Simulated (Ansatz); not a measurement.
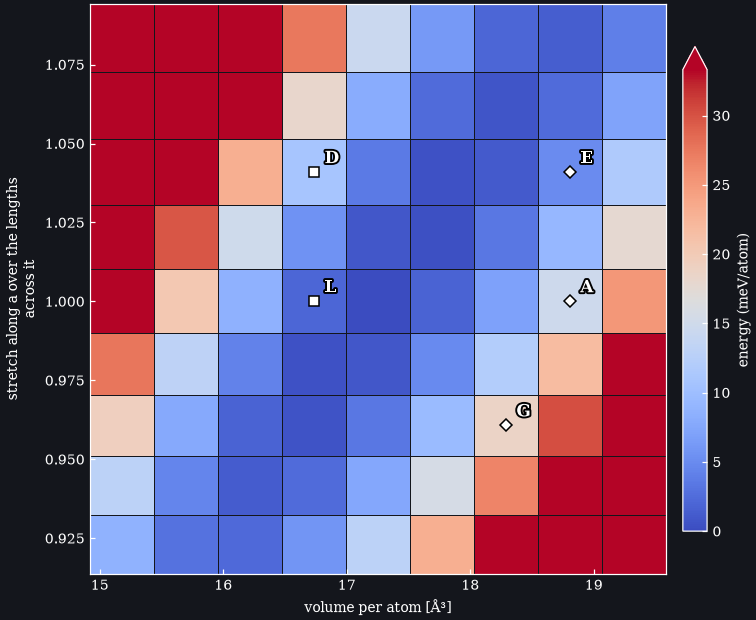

F (C2/c, No. 15; 4 atoms in the cell). The energy is mapped over volume and the cell's shape. First axis: volume per atom. Second axis: stretch along a over the lengths across it, relative to the relaxed cell. Nothing is relaxed (fractional coordinates fixed). The grid has 9 × 9 points. Points are written as (first, second). Energies are in meV/atom, from the lowest grid point. The calculation used Ansatz, DFT PBE+D3(BJ), scalar-relativistic, plane waves, PAW. Settings: cutoff 520 eV, k-mesh 8×8×4 in the order of the run's cell vectors, gaussian smearing 0.05 eV, no spin polarisation.

Drawn: one coloured cell a grid point, one colour for all values above the top of the scale, lettered points.

**Is L the lowest point of the computed grid?**

No. L lies 2.0 meV/atom above the lowest grid point, which is at (17.25 Å³, 1.000).

**Rank the lettered points by energy, lowest first.**

L (2.0 meV/atom), E (5.0 meV/atom), D (10.8 meV/atom), A (14.8 meV/atom), G (18.7 meV/atom).

**What kind of point is each of A, D, E, G: minimum, saddle, maximum or slope?**

A: on a slope; D: on a slope; E: on a slope; G: on a slope. (In these two coordinates alone; a stationary point may lie a little off the grid point.)
